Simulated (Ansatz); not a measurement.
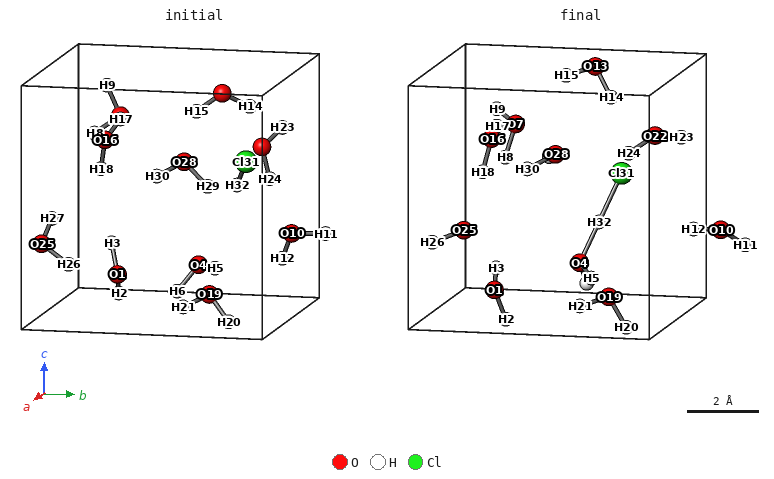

The structure of an amorphous cell of composition H$_{21}$ClO$_{10}$ before (left) and after (right) a relaxation, at one scale.

Style: ball-and-stick. Shown: the cell of the calculation, slightly off an axis.

The cell holds 10 H2O + 1 HCl. The run prepares the start of a later molecular dynamics calculation, from a guessed geometry.

Method: Ansatz 0.2.0, DFT PBE, scalar-relativistic, plane waves, PAW. Set-up: plane-wave cutoff 420 eV; k-point mesh 1 × 1 × 1; occupations fermi dirac; smearing width 0.02 eV; no spin polarisation; atoms relaxed in a fixed cell; force threshold 0.3 eV/Å; at most 15 steps.

Q: What changed between the two?

A: The relaxation stopped without meeting its thresholds, so the last structure isn't shown to be converged. It used up its limit of 15 steps. The largest move is that of H29, 1.74 Å along [−1 −2 1]. By element the largest moves are H 1.74 Å, O 1.29 Å, Cl 0.85 Å. The lattice vectors keep their values. Near-neighbour distances that change, for instance: O4–H32 2.565 → 1.293 Å, Cl31–H32 1.280 → 1.537 Å, O19–H20 0.969 → 0.999 Å, O10–H11 0.969 → 0.991 Å. Among the angles between lasting bonds that change: H5–O4–H6 104.0° → 109.9°. Over 14 geometry steps the energy falls by 187 meV per atom. Largest force component: 1.5 eV/Å at the start, 0.86 eV/Å at the end. The run took 37 s on 1 thread of Arm Neoverse V1, with other jobs on the host, peak memory 0.38 GiB.

Limits of the set-up: the program's low-accuracy preset was used; the periodic images lie only 7.1 Å apart, so the values are limited by the cell's size.
